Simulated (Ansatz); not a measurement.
**Two runs on WS**

System: WS (Fm-3m, 2 atoms in the cell).
Method of run 1: DFT PBEsol, scalar-relativistic, plane waves, PAW, spin-polarised (Ansatz 0.2.0).

The structure was built on a prototype by a generator; it need not be a known phase. Text and figures count atoms from 1; the logs count them from 0 in places.

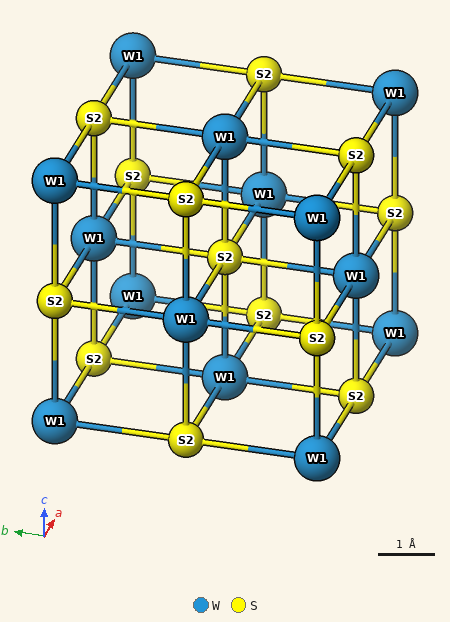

**Figure 1.** The input geometry (ball-and-stick view of the cell 4 times as large as that of the calculation, set on its symmetry axes, seen at an oblique angle; atoms are numbered from 1 in the order of the input). An atom can appear more than once, as a periodic image. Near neighbours in the periodic cell (some may lie outside the picture): W has 6 S at 2.45 Å; S has 6 W at 2.45 Å.

### The input, run 1
```yaml
crystal:
  lattice:
    - [0.0, 2.4499136187, 2.4499136187]
    - [2.4499136187, 0.0, 2.4499136187]
    - [2.4499136187, 2.4499136187, 0.0]
  atoms:
    - { symbol: W, position: [0.0, 0.0, 0.0], spin: 2.5 }
    - { symbol: S, position: [0.5, 0.5, 0.5] }
basis:
  ecutwfc: 420
kpoints:
  mp_grid: { grid: [14, 14, 14] }
hamiltonian:
  xc: pbesol
scf:
  occupations: { method: gaussian, width: 0.1 }
  lower_state_search: "off"
output:
  forces: true
  stress: true
  eigenvalues: true
  populations: true
magnetization:
  spin_polarized: true
```

Launched with:
```bash
ansatz run input.yaml --threads 1 --pin off --max-ram 2560MiB --backend cpu --events-out ev --progress --plain --runs-dir out
```

Hardware: 1 thread of Intel Xeon @ 2.50GHz (Skylake/Cascade Lake), 192 GiB of memory available, shared host.

### Output, shortened to warnings, some set-up lines, iterations and results (run 1)
```
WARN: the starting moments were not kept: the SCF closed with an absolute magnetisation of 3.0e-6 μB, where they sum to 2.5 μB in size (1 site). That is at most 0.1 of that sum. Measured as dr2_m measures the in/out step, that magnetisation stands 1.8e-12 eV from none, at or under the dr2_threshold of 1.0e-7 eV: it is no larger than a step whose dr2_m would equal this threshold. The system may …
Basis set: ecut = 420 eV, 561 PW (Γ), exchange–correlation on 48×48×48 points (8 copies of the dense FFT grid, shifted against one another)
Symmetry: 48 space group operations
k-points: 104 of 2744
Initial density: superposition of atomic densities (chi_scale 0.1, normalization cell)
[...]
SCF iter   1: F=—  HF=-11139.813909 eV  |F-HF|=—  |Δ(HF+E_count)|=         —  Δρ=7.29e-2 (↑7.29e-2 ↓6.44e-2)  dr2=1.88e-1  dr2_m=1.23e0  M=1.128 μB ∫|m|=1.131 μB  β_m=0.30  …
SCF iter   2: F=—  HF=-11139.955055 eV  |F-HF|=—  |Δ(HF+E_count)|=   1.41e-1  Δρ=5.33e-2 (↑5.33e-2 ↓4.85e-2)  dr2=8.52e-2  dr2_m=6.74e-1  M=1.016 μB ∫|m|=1.019 μB  β_m=0.30  …
SCF iter   3: F=—  HF=-11140.036404 eV  |F-HF|=—  |Δ(HF+E_count)|=   8.13e-2  Δρ=3.79e-2 (↑3.63e-2 ↓3.79e-2)  dr2=4.56e-3  dr2_m=3.69e-1  M=0.927 μB ∫|m|=0.930 μB  β_m=0.30  …
SCF iter   4: F=—  HF=-11140.091997 eV  |F-HF|=—  |Δ(HF+E_count)|=   5.56e-2  Δρ=2.90e-2 (↑2.90e-2 ↓2.83e-2)  dr2=9.21e-4  dr2_m=2.21e-1  M=0.817 μB ∫|m|=0.820 μB  β_m=0.30  …
SCF iter   5: F=—  HF=-11140.127430 eV  |F-HF|=—  |Δ(HF+E_count)|=   3.54e-2  Δρ=2.26e-2 (↑2.26e-2 ↓2.24e-2)  dr2=8.94e-5  dr2_m=1.36e-1  M=0.719 μB ∫|m|=0.723 μB  β_m=0.30  …
[... 8 lines ...]
SCF iter  14: F=—  HF=-11140.222912 eV  |F-HF|=—  |Δ(HF+E_count)|=   2.35e-5  Δρ=2.13e-5 (↑2.13e-5 ↓1.92e-5)  dr2=1.90e-7  dr2_m=4.31e-8  M=0.001 μB ∫|m|=0.001 μB  β_m=0.70  …
SCF iter  15: F=-11140.222912 eV  HF=-11140.222912 eV  |F-HF|=3.55e-9  |Δ(HF+E_count)|=   4.94e-8  Δρ=3.96e-6 (↑3.96e-6 ↓3.74e-6)  dr2=4.49e-10  dr2_m=3.70e-9  M=-0.000 μB …
SCF iter  16: F=-11140.222912 eV  HF=-11140.222912 eV  |F-HF|=1.67e-10  |Δ(HF+E_count)|=   4.86e-9  Δρ=8.59e-7 (↑8.59e-7 ↓7.86e-7)  dr2=1.80e-11  dr2_m=1.76e-10  M=0.000 μB …
SCF iter  17: F=-11140.222912 eV  HF=-11140.222912 eV  |F-HF|=1.82e-12  |Δ(HF+E_count)|=  2.38e-10  Δρ=7.49e-8 (↑6.86e-8 ↓7.49e-8)  dr2=7.45e-13  dr2_m=1.22e-12  M=0.000 μB …
SCF 1 converged in 17 iterations: F = -11140.222912 eV  dr2 = 7.45e-13
SCF converged after 17 iterations
Magnetization: 0.0000 μB (10.0000 up, 10.0000 down)
Absolute magnetization: 0.0000 μB (∫|ρ↑−ρ↓|, with the PAW one-centre terms)
Spin contamination: 0.0000 ħ² per cell (⟨S²⟩ above its minimum at these occupations)
Per-site moments (μB) at R_I (Å): [(1.9307959711060452e-6, 1.01058936771375), (3.570291235547592e-7, 1.01058936771375)]
Free energy (F): -11140.222912 eV
Harris-Foulkes:  -11140.222912 eV  (|F-HF|=1.82e-12)
Internal energy: -11140.210804 eV  (E = F + TS)
E sigma→0 (E₀):  -11140.216858 eV
Entropy (-TS):   -0.012108 eV (-6.054 meV/atom)
Fermi energy:    18.573736 eV
--- Per-component energies (eV) ---
  E_band       = -90.803615
  E_kinetic    = 565.664186
  E_local      = -818.501346  (includes V_loc(G=0)·N_el)
  E_nonlocal   = 33.372448
  E_hartree    = 295.368712
  E_xc         = -362.984855
  E_vxc        = -328.355654  (∫ρ·V_xc dr)
  E_paw        = -9021.415670  (= ΣΔE_a)
  E_vpaw       = -133.720596  (= ΣTr[D̂ρ^β])
  E_aug_tail   = -0.000060  (compensation charges beyond the density's cutoff)
  E_ewald      = -1831.997960
  E_core_change = 0.283741  (= ΣΔE_core)
  E_smearing   = -0.012108  (= −TS)
  E_closure    = 0.000000  (closes the sum)
  Σ components = -11140.222912   (vs F -11140.222912, Δ=0.00e0)
--- Forces (eV/Å), atoms counted from 1 ---
  atom   1  W     -0.00000000    -0.00000000    -0.00000000
  atom   2  S      0.00000000    -0.00000000    -0.00000000
  max |Σ_I F_I| component: 4.21e-30 eV/Å
--- Stress (GPa, compression-positive) ---
       -0.038065      -0.000000       0.000000
       -0.000000      -0.038065      -0.000000
        0.000000       0.000000      -0.038065
  P = ⅓ Tr σ = -0.0381 GPa (-0.381 kbar)
--- Löwdin populations: 2 sites ---
  site symbol       q [e]    m [muB]
     0      W     13.8225     0.0000
     1      S      5.9347     0.0000
  spilling = 0.012142 (of n_electrons = 20.000000)
```

For run 2 the input was changed thus:
```diff
-  ecutwfc: 420
+  ecutwfc: 500
-  xc: pbesol
+  xc: r2scan
+  write_density: true
+  write_potential: true
+  elf: true
+  volumetric_format: npy
```

Predict how the results change.

The total energies belong to different methods, so their difference says nothing on which is more stable or more accurate. The pressure goes from −0.04 to 4.37 GPa. The functional changes from PBEsol to r2SCAN. The SCF takes 22 iterations against 17. The plane waves at Γ go from 561 to 725. On the same kind of shared host run 2 took about 3.1 times as long.

### Output, shortened to warnings, some set-up lines, iterations and results (run 2)
```
WARN: the starting moments were not kept: the SCF closed with an absolute magnetisation of 1.9e-4 μB, where they sum to 2.5 μB in size (1 site). That is at most 0.1 of that sum. Measured as dr2_m measures the in/out step, that magnetisation stands 8.2e-9 eV from none, at or under the dr2_threshold of 1.0e-7 eV: it is no larger than a step whose dr2_m would equal this threshold. The system may …
Basis set: ecut = 500 eV, 725 PW (Γ), exchange–correlation on 108×108×108 points (64 copies of the dense FFT grid, shifted against one another)
Symmetry: 48 space group operations
k-points: 104 of 2744
Initial density: superposition of atomic densities (chi_scale 0.1, normalization cell)
[...]
SCF iter   1: F=-11301.387173 eV  HF=-11300.766281 eV  |F-HF|=6.21e-1  |Δ(HF+E_count)|=         —  Δρ=6.46e-2 (↑6.46e-2 ↓6.19e-2)  dr2=1.45e-1  dr2_τ=1.25e-1  dr2_m=1.03e0  …
SCF iter   2: F=-11301.443961 eV  HF=-11301.157095 eV  |F-HF|=2.87e-1  |Δ(HF+E_count)|=   3.91e-1  Δρ=4.67e-2 (↑4.67e-2 ↓4.60e-2)  dr2=8.89e-2  dr2_τ=1.38e-2  dr2_m=5.46e-1  …
SCF iter   3: F=-11301.477567 eV  HF=-11301.337099 eV  |F-HF|=1.40e-1  |Δ(HF+E_count)|=   1.80e-1  Δρ=3.39e-2 (↑3.18e-2 ↓3.39e-2)  dr2=6.54e-3  dr2_τ=7.22e-3  dr2_m=2.89e-1  …
SCF iter   4: F=-11301.489712 eV  HF=-11301.410082 eV  |F-HF|=7.96e-2  |Δ(HF+E_count)|=   7.30e-2  Δρ=2.50e-2 (↑2.50e-2 ↓2.47e-2)  dr2=2.93e-3  dr2_τ=4.16e-3  dr2_m=1.65e-1  …
SCF iter   5: F=-11301.497421 eV  HF=-11301.451678 eV  |F-HF|=4.57e-2  |Δ(HF+E_count)|=   4.16e-2  Δρ=1.88e-2 (↑1.88e-2 ↓1.86e-2)  dr2=1.56e-4  dr2_τ=2.24e-3  dr2_m=9.44e-2  …
[... 13 lines ...]
SCF iter  19: F=-11301.545762 eV  HF=-11301.545762 eV  |F-HF|=1.36e-7  |Δ(HF+E_count)|=   1.83e-6  Δρ=4.39e-6 (↑4.22e-6 ↓4.39e-6)  dr2=5.29e-9  dr2_τ=5.13e-10  dr2_m=2.11e-9  …
SCF iter  20: F=-11301.545762 eV  HF=-11301.545762 eV  |F-HF|=6.01e-8  |Δ(HF+E_count)|=   1.32e-7  Δρ=2.01e-6 (↑1.45e-6 ↓2.01e-6)  dr2=3.06e-10  dr2_τ=1.01e-10  …
SCF iter  21: F=-11301.545762 eV  HF=-11301.545762 eV  |F-HF|=2.43e-8  |Δ(HF+E_count)|=   5.98e-8  Δρ=1.11e-6 (↑8.87e-7 ↓1.11e-6)  dr2=6.53e-11  dr2_τ=3.43e-11  …
SCF iter  22: F=-11301.545762 eV  HF=-11301.545762 eV  |F-HF|=1.16e-9  |Δ(HF+E_count)|=   3.81e-8  Δρ=2.32e-7 (↑2.32e-7 ↓2.29e-7)  dr2=2.91e-12  dr2_τ=1.76e-12  …
SCF 1 converged in 22 iterations: F = -11301.545762 eV  dr2 = 2.91e-12
this state was not tested for a lower state beside it, because the mixer in use, unlike msr1, does not test its closes by its own steps (another_mixer; see scf.mixing.algorithm and scf.lower_state_search)
SCF converged after 22 iterations
Magnetization: -0.0002 μB (9.9999 up, 10.0001 down)
Absolute magnetization: 0.0002 μB (∫|ρ↑−ρ↓|, with the PAW one-centre terms)
Spin contamination: 0.0000 ħ² per cell (⟨S²⟩ above its minimum at these occupations)
Per-site moments (μB) at R_I (Å): [(-0.00012807156739453538, 1.01058936771375), (-7.19008096827024e-6, 1.01058936771375)]
Free energy (F): -11301.545762 eV
Harris-Foulkes:  -11301.545762 eV  (|F-HF|=1.16e-9)
Internal energy: -11301.533769 eV  (E = F + TS)
E sigma→0 (E₀):  -11301.539766 eV
Entropy (-TS):   -0.011993 eV (-5.997 meV/atom)
Fermi energy:    18.762721 eV
--- Per-component energies (eV) ---
  E_band       = -103.909965
  E_kinetic    = 567.269169
  E_local      = -819.048766  (includes V_loc(G=0)·N_el)
  E_nonlocal   = 31.678627
  E_hartree    = 297.602843
  E_xc         = -342.197137
  E_vxc        = -356.634021  (∫ρ·V_xc dr)
  E_paw        = -9204.142782  (= ΣΔE_a)
  E_vpaw       = -140.359483  (= ΣTr[D̂ρ^β])
  E_aug_tail   = -0.000048  (compensation charges beyond the density's cutoff)
  E_vtau       = 17.978897  (kinetic-family band-sum trace: ∫τ·v_τ [+ j·A + Jᵃ·Aᵃ] dr)
  E_ewald      = -1831.997960
  E_core_change = -0.697716  (= ΣΔE_core)
  E_smearing   = -0.011993  (= −TS)
  E_closure    = 0.000000  (closes the sum)
  Σ components = -11301.545762   (vs F -11301.545762, Δ=0.00e0)
--- Forces (eV/Å), atoms counted from 1 ---
  atom   1  W     -0.00000000     0.00000000    -0.00000000
  atom   2  S      0.00000000     0.00000000     0.00000000
  max |Σ_I F_I| component: 2.14e-30 eV/Å
--- Stress (GPa, compression-positive) ---
        4.367098      -0.000000       0.000000
       -0.000000       4.367098       0.000000
        0.000000      -0.000000       4.367098
  P = ⅓ Tr σ = 4.3671 GPa (43.671 kbar)
--- Löwdin populations: 2 sites ---
  site symbol       q [e]    m [muB]
     0      W     13.7826    -0.0002
     1      S      5.9872    -0.0000
  spilling = 0.011508 (of n_electrons = 20.000000)
```

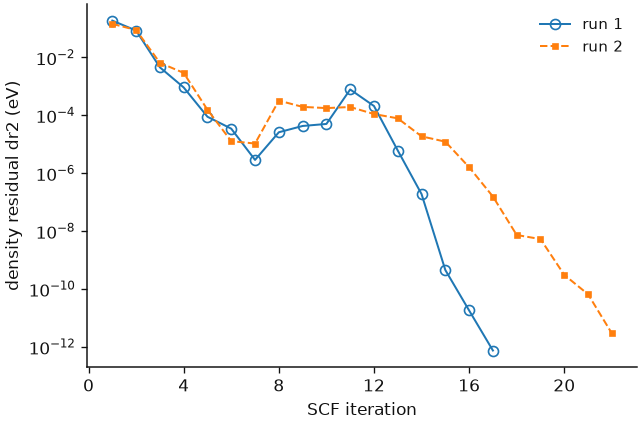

**Figure 2.** Convergence of the two runs: density residual dr2 against the SCF iteration. Run 1 takes 17 iterations in all, and run 2 takes 22.

### The two runs side by side

| quantity | run 1 | run 2 |
| --- | --- | --- |
| outcome | converged | converged |
| free energy per atom (eV) | −5570.1115 | −5650.7729 |
| energy per atom, smearing taken to zero (eV) | −5570.1084 | −5650.7699 |
| gap on the mesh (eV) | 0.00 | 0.00 |
| net moment of the cell (μB) | 0.00 | 0.00 |
| absolute moment of the cell (μB) | 0.00 | 0.00 |
| pressure (GPa) | −0.04 | 4.37 |
| largest force (eV/Å) | 0.000 | 0.000 |
| SCF iterations | 17 | 22 |
| irreducible k-points | 104 | 104 |
| plane waves at Γ | 561 | 725 |
| wall time (shared host) | 14 s | 42 s |

For both runs: Spin–orbit coupling is left out, which matters for W. For run 1: Warnings: some starting moments were not kept. For run 2: The electronic state found may not be the lowest one. Warnings: some starting moments were not kept; the state was not tested for a lower one.
